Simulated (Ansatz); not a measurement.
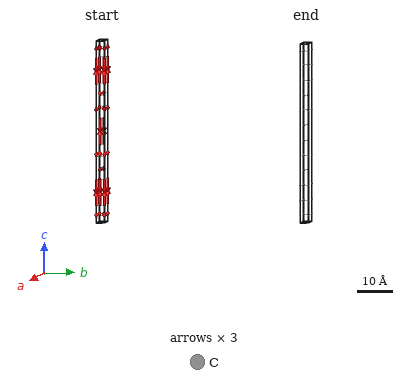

The structure of a crystal of C (set up in R-3m) before (left) and after (right) a relaxation, at one scale. The red arrows give the displacements (the part carried along by the change of the cell is left out), magnified 3 times.

A ball-and-stick model of the conventional cell (3 times the calculation's cell), seen slightly off an axis. Lengths and directions refer to the drawn axes.

Level of theory: DFT PBE, scalar-relativistic, plane waves, PAW (Ansatz).

Input
```yaml
crystal:
  lattice:
    - [1.2279757099, 0.7089721067, 18.2383856129]
    - [-1.2279757099, 0.7089721067, 18.2383856129]
    - [0.0, -1.4179442134, 18.2383856129]
  atoms:
    - { symbol: C, position: [0.03157945, 0.03157945, 0.03157945] }
    - { symbol: C, position: [0.90548957, 0.90548957, 0.90548957] }
    - { symbol: C, position: [0.76117178, 0.76117178, 0.76117178] }
    - { symbol: C, position: [0.09451043, 0.09451043, 0.09451043] }
    - { symbol: C, position: [0.96842055, 0.96842055, 0.96842055] }
    - { symbol: C, position: [0.36492107, 0.36492107, 0.36492107] }
    - { symbol: C, position: [0.23882822, 0.23882822, 0.23882822] }
    - { symbol: C, position: [0.63507893, 0.63507893, 0.63507893] }
basis:
  ecutwfc: 420
kpoints:
  mp_grid: { grid: [18, 18, 18] }
hamiltonian:
  xc: pbe
scf:
  occupations: { method: gaussian, width: 0.1 }
output:
  forces: true
  stress: true
  eigenvalues: true
  write_density: true
  write_potential: true
  elf: true
  volumetric_format: npy
relax:
  adjacent_minimum: "off"
  f_tol: 0.005
  max_steps: 80
  cell: { stress_tol: 0.05 }
```

Launched with:
```bash
ansatz run input.yaml --threads 4 --pin off --max-ram 10240MiB --backend cpu --events-out ev --progress --plain --runs-dir out
```

> What changed between the two?

Over 11 accepted moves (12 points after the start) the energy falls by 9.1 meV per atom. Largest force component: 0.053 eV/Å at the start, 0.0006 eV/Å at the end. Pressure: 3.03 GPa at the start and −0.02 GPa at the end. The SCF was repeated once at an unchanged geometry on a basis and grid sized afresh for the cell, which shifted the energy by 0.3 meV per atom at most. The largest moves relative to the cell, 1.55 Å, are those of C2, C3, C4 and C7. C7 goes along −c. The drawn cell changes as follows: a = b 2.456 → 2.467 Å (+0.4 %), c 54.715 → 53.807 Å (−1.7 %); the volume changes by −0.8 %. Some distances before and after: C1–C6 1.418 → 1.424 Å. The space group stays R-3m (No. 166).
